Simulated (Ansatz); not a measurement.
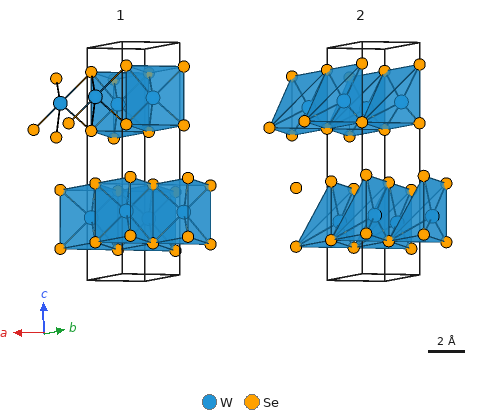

Two geometries of crystalline WSe$_{2}$ (set up in P1), drawn at one scale. One is the start of a relaxation, the other its converged end. A polyhedral model of the cell of the calculation, repeated 2 × 2 × 1 with one cell outlined, seen from a free direction.

These are results of DFT PBEsol, scalar-relativistic, plane waves, PAW in Ansatz 0.2.0, not measurements. Set-up: plane-wave cutoff 420 eV; k-point mesh 12 × 12 × 2; occupations gaussian; smearing width 0.05 eV; no spin polarisation; cell and atoms relaxed; force threshold 0.01 eV/Å; at most 80 steps.

### Which of the two is the end point?

Structure 1 is the relaxed one. Case: all Se atoms moved 0.8 Å in one direction; relaxed back. After 8 accepted moves (9 points after the start) the energy has fallen by 13.763 eV per cell of the calculation. Largest force component: 19 eV/Å at the start, 0.0016 eV/Å at the end. Pressure: 41.08 GPa at the start and 0.00 GPa at the end. The SCF was repeated once at an unchanged geometry on a basis and grid sized afresh for the cell, which shifted the energy by less than 0.05 meV per cell of the calculation at most. The largest moves, 0.53 Å, are those of W atoms. Largest moves by element: W 0.53 Å, Se 0.27 Å. The cell stays as it was. Among the contacts that change: Se–W 3.246 → 2.524 Å, Se–W 1.865 → 2.524 Å, Se–W 2.868 → 2.524 Å, Se–W 2.407 → 2.524 Å. New bonds form, among them: Se–W (3.24 → 2.52 Å), Se–W (3.25 → 2.52 Å). Bond angles that change, for instance: Se–W–Se 163.9° → 136.1°, Se–W–Se 109.8° → 136.0°, Se–W–Se 102.0° → 83.1°. Within 0.06 Å the space group is Cc at the start and P6_3/mmc at the end; at a tighter tolerance small leftover displacements or strains of the cell lower it.

Limits of the set-up: layers or molecules are held without a dispersion correction, so their spacing is unreliable.
